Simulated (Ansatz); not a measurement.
## Wannier-function calculation of AgI

- system: AgI (P6₃mc, 4 atoms in the cell)
- method: maximally localised Wannier functions of PBE bands, plane waves, PAW, no spin polarisation (Ansatz 0.2.0)

The structure derives from an entry of the Crystallography Open Database. The geometry comes from this level: r2SCAN. It belongs to a series of runs on one base structure; here: anion p. Figures and captions count atoms from 1; the log counts them from 0 in places.

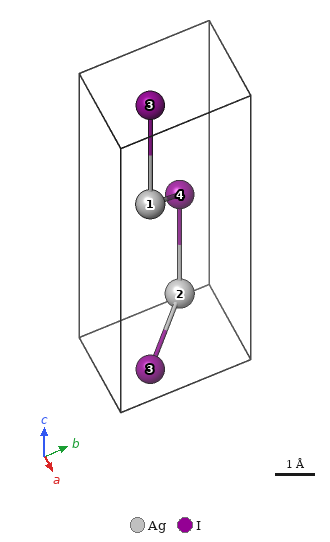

Fig. 1: The input geometry (ball-and-stick view of the cell of the calculation, seen at an oblique angle; atoms are numbered from 1 in the order of the input). Near neighbours in the crystal (not all of them lie inside the picture): Ag has 4 I at 2.85 Å; I has 4 Ag at 2.85 Å.

## The input
```yaml
crystal:
  lattice:
    - [4.6507421514, 0.0, 0.0]
    - [-2.3253710757, 4.0276608495, 0.0]
    - [0.0, 0.0, 7.5997163705]
  atoms:
    - { symbol: Ag, position: [0.6666666667, 0.3333333333, 0.6275238183] }
    - { symbol: Ag, position: [0.3333333333, 0.6666666667, 0.1275238183] }
    - { symbol: I, position: [0.6666666667, 0.3333333333, 0.0024761817] }
    - { symbol: I, position: [0.3333333333, 0.6666666667, 0.5024761817] }
kpoints:
  mp_grid: { grid: [6, 6, 4] }
  band_path:
    path:
      - [[0.0, 0.0, 0.0], [0.5, -4.804239847393e-17, -1.457679918096e-18], [0.3333333333333, 0.3333333333333, -9.71786612064e-19], [0.0, 0.0, 0.0], [1.236500627305e-35, 4.437492525507e-36, 0.5], [0.5, -4.790598926137e-17, 0.5], [0.3333333333333, 0.3333333333333, 0.5], [1.236500627305e-35, 4.437492525507e-36, 0.5]]
      - [[0.5, -4.790598926137e-17, 0.5], [0.5, -4.804239847393e-17, -1.457679918096e-18]]
      - [[0.3333333333333, 0.3333333333333, 0.5], [0.3333333333333, 0.3333333333333, -9.71786612064e-19]]
    npoints: 10
hamiltonian:
  xc: pbe
scf:
  occupations: { method: fixed }
  n_extra_bands: 6
output:
  forces: false
  stress: false
  eigenvalues: true
  wannier:
    kmesh: [6, 6, 2]
    projections: [{ species: I, l: p, shell: 5 }]
    minimise: true
    write_hr: true
    conv_tol: 1.0e-08
    max_iter: 3000
  write_density: true
  write_potential: true
  elf: true
  volumetric_format: npy
```

## File wannier.win
```
! ansatz wannier90 interface
! projections by site (counted from 0) and shell: 2 5P, 3 5P
! states of the run's bands (counted from 1): combinations of 21-36
! their least projectability: 0.7730
num_bands = 6
num_wann  = 6
num_iter  = 2000
conv_tol = 1e-8
conv_window = 5
guiding_centres = true
shell_list = 2 1
write_hr = true

begin unit_cell_cart
Ang
       4.6507421513633425                      0.0                      0.0
      -2.3253710756816712        4.027660849531747                      0.0
                      0.0                      0.0             7.5997163705
end unit_cell_cart

begin atoms_frac
Ag        0.6666666666666666       0.3333333333333333             0.6275238183
Ag        0.3333333333333333       0.6666666666666666             0.1275238183
I         0.6666666666666666       0.3333333333333333             0.0024761817
I         0.3333333333333333       0.6666666666666666             0.5024761817
end atoms_frac

mp_grid = 6 6 2
```

Run on 4 threads of Arm Neoverse N1, 60 GiB of memory available, shared host.

Run as:
```bash
ansatz run input.yaml --threads 4 --pin off --max-ram 3686MiB --backend cpu --events-out ev --progress --plain --runs-dir out
```

## Output
```
scf.n_extra_bands = 6 over 36 filled bands (N_el = 72.0): the run solves 42 bands
Engine: ansatz 0.2.0, aarch64-unknown-linux-gnu
Pseudopotentials: kind: paw
Pseudopotential: Ag, paw, valence charge 19, recommended cutoff 420 eV (normal), Ag.paw.azcp
Pseudopotential: I, paw, valence charge 17, recommended cutoff 420 eV (normal), I.paw.azcp
Functional definition: PBE
  parameter kappa = 0.804
  parameter beta = 0.06672455060314922
  exchange = pbe_x(kappa = kappa, mu = beta*pi^2/3)
  correlation = pbe_c(beta = beta)
Crystal: 4 atoms, lattice volume = 142.355 Å³
Basis set: ecut = 420 eV, 2779 PW (Γ)
Bands: 42, of which v1, the nominal top of the filled ones, is band 36 counted from 1 (35 counted from 0)
Symmetry: 12 space group operations
Space group: P63mc (ITA 186), of the structure as read, at distance tolerance 5.2e-5 Å
k-points: 21 of 144 (time reversal used)
Non-local potential: Ag, projectors of the file, l = 0: 3, l = 1: 2, l = 2: 2, l = 3: 1
Non-local potential: I, projectors of the file, l = 0: 2, l = 1: 2, l = 2: 2, l = 3: 2
PAW form: soft (Blöchl's): semilocal exchange-correlation on the pseudo side does not see the compensation charge
PAW one-centre angular grid: Ag, 590 points (default); XC on 64 Gauss nodes
PAW one-centre angular grid: I, 590 points (default); XC on 64 Gauss nodes
Initial density: superposition of atomic densities (neutral atoms: chi_scale 0, normalization atom), corrected by the library's trained network
Initial wavefunctions: pseudopotential atomic-orbital guess
Functional: x = pbe(κ = 0.804, μ = 0.2195149727645171), c = pbe(β = 0.06672455060314922)
SCF iter   1: F=—  HF=-30208.003229 eV  |F-HF|=—  |Δ(HF+E_count)|=         —  Δρ=9.30e-4  dr2=2.24e-3  ethr=1.77e-3  ⟨swp⟩=5.2  Hψ=2961  notcnv=0  defer=81
preconditioner: auto → Resta (q_TF=auto, 2.435 Å⁻¹)  ε∞=5.4  [insulator: Δε(μ)=1.361 eV  Ē_g=8.893 eV  n_scr=34 (ndim 8)  ℏωp=18.7 eV  f_vac=0.230  ε∞_Penn≈5.4]
SCF iter   2: F=—  HF=-30208.004071 eV  |F-HF|=—  |Δ(HF+E_count)|=   8.43e-4  Δρ=6.16e-4  dr2=9.05e-4  ethr=3.11e-6  ⟨swp⟩=3.0  Hψ=1648  notcnv=0  defer=84
SCF iter   3: F=—  HF=-30208.004137 eV  |F-HF|=—  |Δ(HF+E_count)|=   6.57e-5  Δρ=4.33e-4  dr2=2.25e-4  ethr=1.26e-6  ⟨swp⟩=2.0  Hψ=1605  notcnv=0  defer=84
SCF iter   4: F=—  HF=-30208.004118 eV  |F-HF|=—  |Δ(HF+E_count)|=   1.94e-5  Δρ=1.26e-4  dr2=2.14e-5  ethr=3.13e-7  ⟨swp⟩=2.0  Hψ=1185  notcnv=0  defer=83
SCF iter   5: F=—  HF=-30208.004138 eV  |F-HF|=—  |Δ(HF+E_count)|=   2.00e-5  Δρ=4.65e-5  dr2=4.88e-6  ethr=2.98e-8  ⟨swp⟩=2.0  Hψ=1169  notcnv=0  defer=82
SCF iter   6: F=—  HF=-30208.004146 eV  |F-HF|=—  |Δ(HF+E_count)|=   8.31e-6  Δρ=1.28e-5  dr2=3.09e-7  ethr=6.78e-9  ⟨swp⟩=2.0  Hψ=1227  notcnv=0  defer=83
SCF iter   7: F=-30208.004147 eV  HF=-30208.004147 eV  |F-HF|=3.80e-8  |Δ(HF+E_count)|=   5.27e-7  Δρ=7.67e-6  dr2=9.54e-8  ethr=1.39e-10  ⟨swp⟩=11.5  Hψ=3652  notcnv=0
SCF 1 converged in 7 iterations: F = -30208.004147 eV  dr2 = 9.54e-8
  greatest PAW one-centre occupation: 1.000 electrons in one spin orbital (limit 2), on the Ag atom at site 1 (counted from 0), in its partial waves of l = 0
```

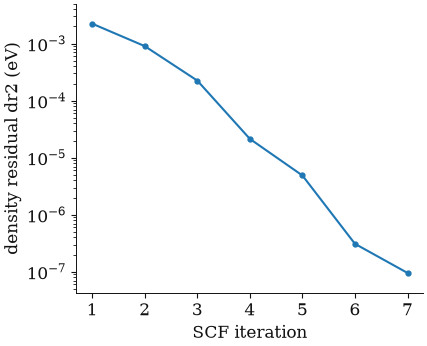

Fig. 2: Convergence of the self-consistent field: density residual dr2 against the SCF iteration. The residual falls at every step.

```
NSCF: frozen V_eff on 93 k-points
NSCF: frozen V_eff on 17 k-points
the Wannier pass solved 17 of the 72 points of its mesh, and has the states at the others by symmetry: states obtained by the crystal's operations at points that were solved too leave a residual of 3.06e-13 eV (read by the count's bands and the next), within 6.67e-6 eV
SCF converged after 7 iterations
Free energy (F): -30208.004147 eV
Harris-Foulkes:  -30208.004147 eV  (|F-HF|=3.80e-8)
Internal energy: -30208.004147 eV  (E = F + TS)
E sigma→0 (E₀):  -30208.004147 eV
Fermi energy:    6.247780 eV
--- Per-component energies (eV) ---
  E_band       = -1588.870094
  E_kinetic    = 1433.088905
  E_local      = -11210.111747  (includes V_loc(G=0)·N_el)
  E_nonlocal   = -15.984307
  E_hartree    = 5295.785225
  E_xc         = -622.579835
  E_vxc        = -722.475753  (∫ρ·V_xc dr)
  E_paw        = -17442.238214  (= ΣΔE_a)
  E_vpaw       = -1664.987993  (= ΣTr[D̂ρ^β])
  E_aug_tail   = 0.000573  (compensation charges beyond the density's cutoff)
  E_ewald      = -7645.964746
  E_smearing   = -0.000000  (= −TS)
  E_closure    = 0.000000  (closes the sum)
  Σ components = -30208.004147   (vs F -30208.004147, Δ=0.00e0)
--- Band table (eV; the first three rows and the last of 21) ---
  k-point 0: bands = ["-84.1562", "-84.1562", "-47.6736", "-47.6735", "-47.6735", "-47.6735", "-47.6735", "-47.6735", "-38.4402", "-38.4400", "-38.4391", "-38.4391", "-38.4391", "-38.4391", "-38.4367", "-38.4367", "-38.4366", "-38.4366", "-6.3546", "-6.0913", "2.2714", "2.2737", "2.2737", "2.3526", "2.4073", "2.4073", "3.2998", "3.2998", "3.3856", "3.3856", "3.4741", "5.5833", "5.5833", "6.1869", "6.2478", "6.2478", "7.6148", "8.9029", "12.0714", "12.0714", "12.2344", "12.9519"]
  k-point 1: bands = ["-84.1562", "-84.1562", "-47.6736", "-47.6735", "-47.6735", "-47.6735", "-47.6735", "-47.6735", "-38.4402", "-38.4401", "-38.4391", "-38.4391", "-38.4391", "-38.4391", "-38.4367", "-38.4367", "-38.4366", "-38.4366", "-6.3175", "-6.1313", "2.2389", "2.2611", "2.2888", "2.2888", "2.3827", "2.3827", "3.3157", "3.3157", "3.3770", "3.3770", "3.8438", "5.5713", "5.6762", "5.6762", "6.1455", "6.1455", "8.2494", "8.9477", "11.8679", "12.1369", "12.1369", "12.7355"]
  k-point 2: bands = ["-84.1562", "-84.1562", "-47.6736", "-47.6736", "-47.6735", "-47.6735", "-47.6735", "-47.6735", "-38.4401", "-38.4401", "-38.4391", "-38.4391", "-38.4391", "-38.4391", "-38.4366", "-38.4366", "-38.4366", "-38.4366", "-6.2258", "-6.2258", "2.2013", "2.2013", "2.3310", "2.3310", "2.3310", "2.3310", "3.3499", "3.3499", "3.3499", "3.3499", "4.6447", "4.6447", "5.9062", "5.9062", "5.9062", "5.9062", "8.8921", "8.8921", "11.8977", "11.8977", "12.3697", "12.3697"]
  k-point 20: bands = ["-84.1562", "-84.1562", "-47.6736", "-47.6736", "-47.6736", "-47.6736", "-47.6735", "-47.6735", "-38.4401", "-38.4401", "-38.4392", "-38.4392", "-38.4391", "-38.4391", "-38.4366", "-38.4366", "-38.4366", "-38.4366", "-6.0263", "-6.0263", "2.2708", "2.2708", "2.4330", "2.4330", "2.6700", "2.6700", "3.2927", "3.2927", "3.5129", "3.5129", "3.6259", "3.6259", "4.4468", "4.4468", "5.1944", "5.1944", "10.1737", "10.1737", "11.9980", "11.9980", "12.1428", "12.1428"]
Wannier search: line search 1 of at most 3000: gauge-dependent spread (as the search counts it) 0.7407726 Å², largest recent change 1.2e-1 Å² and fall left 3.6e-4 Å² against conv_tol 1.0e-8 Å², 0 stops escaped
```

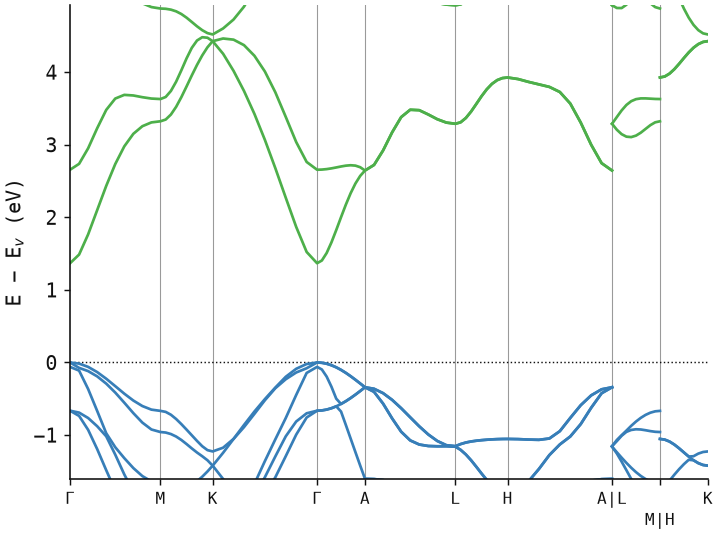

Fig. 3: Band structure along Γ–M–K–Γ–A–L–H–A|L–M|H–K, with energies from the valence-band top. There is a gap of 1.37 eV on this path, direct, at Γ.

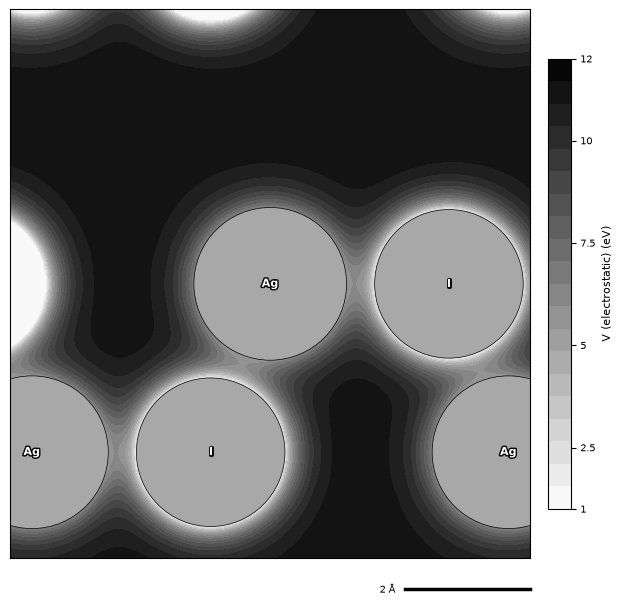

Fig. 4: Electrostatic potential (local pseudopotential plus Hartree) felt by an electron on the (110) plane of the conventional cell. Grey discs, where drawn, cover atomic cores. The section cuts through Ag and I sites. Outside the cores the potential energy rises away from the atoms and is highest about 2.9 Å from the nearest atoms; outside the discs it spans about 10 eV, and its zero is arbitrary. The fields are those of the smooth PAW valence density.

## Summary

```tsv
quantity	value
outcome	converged
space group (tolerance 0.01 Å)	P6₃mc (186)
electrons treated	72
free energy	−30208.0041 eV
total spread of the Wannier functions	27.472 Å²
Fermi energy	6.248 eV
gap on the k-point mesh	1.37 eV
wall time	22 s (CPU time 84 s)
peak memory	0.68 GiB
```

## Remarks

Spin-orbit coupling is left out, which matters for I.
